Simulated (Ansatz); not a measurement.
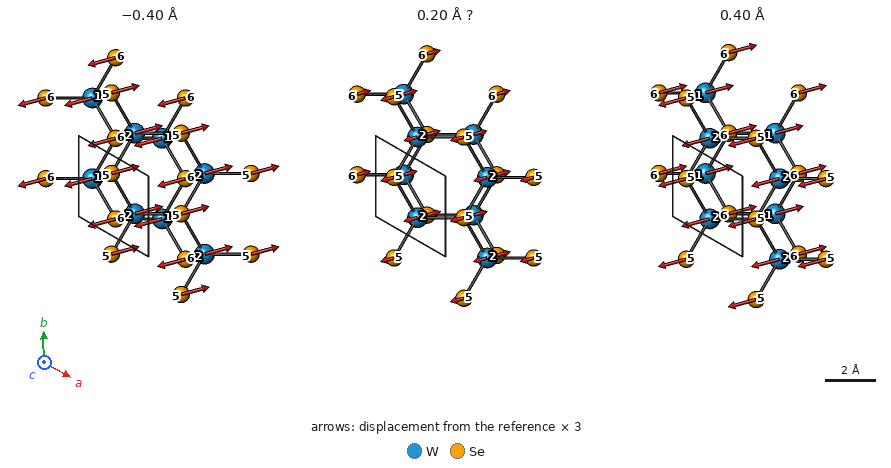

Solid WSe$_{2}$ (P6_3/mmc): a normal mode at the zone centre (one arbitrary combination within a set of 2 degenerate modes) is frozen in with the cell fixed, the amplitude being the largest displacement of an atom. A ball-and-stick model of the cell of the calculation, repeated 2 × 2 × 1 with one cell outlined, seen along the c axis. Red arrows: displacements from the reference.

Method: Ansatz, DFT PBEsol, scalar-relativistic, plane waves, PAW. (plane-wave cutoff 420 eV; k-point mesh 12 × 12 × 2; occupations gaussian; smearing width 0.05 eV; no spin polarisation). Energies (free energies at the smearing named) are counted from the relaxed crystal.

```tsv
largest displacement (Å)	energy change (meV/cell)
−0.40	48.2
−0.30	31.5
−0.20	15.8
0.00	0.0
0.10	4.9
0.20	?
0.30	45.5
0.40	79.0
```

Q: One row is withheld. What is its energy?

A: A straight line between the two neighbours gives 25.2 meV/cell. A cubic through the four nearest rows (0.00, 0.10, 0.30, 0.40) gives, with Lagrange weights, (−0.1667)(0.0) + (0.6667)(4.9) + (0.6667)(45.5) + (−0.1667)(79.0) = 20.4 meV/cell. The calculation gives 20.2 meV/cell, so the cubic is 0.2 meV/cell too high and the straight line 5.0 meV/cell too high, as the curve bends upwards here.

The whole profile:

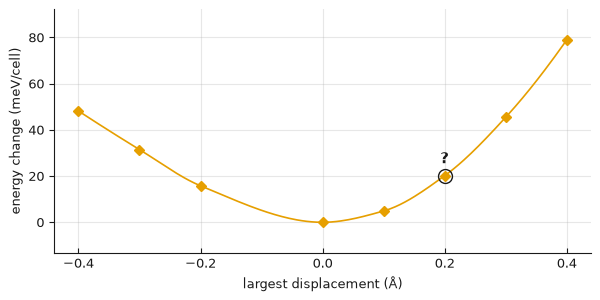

Limits of the set-up: layers or molecules are held without a dispersion correction, so their spacing is unreliable.
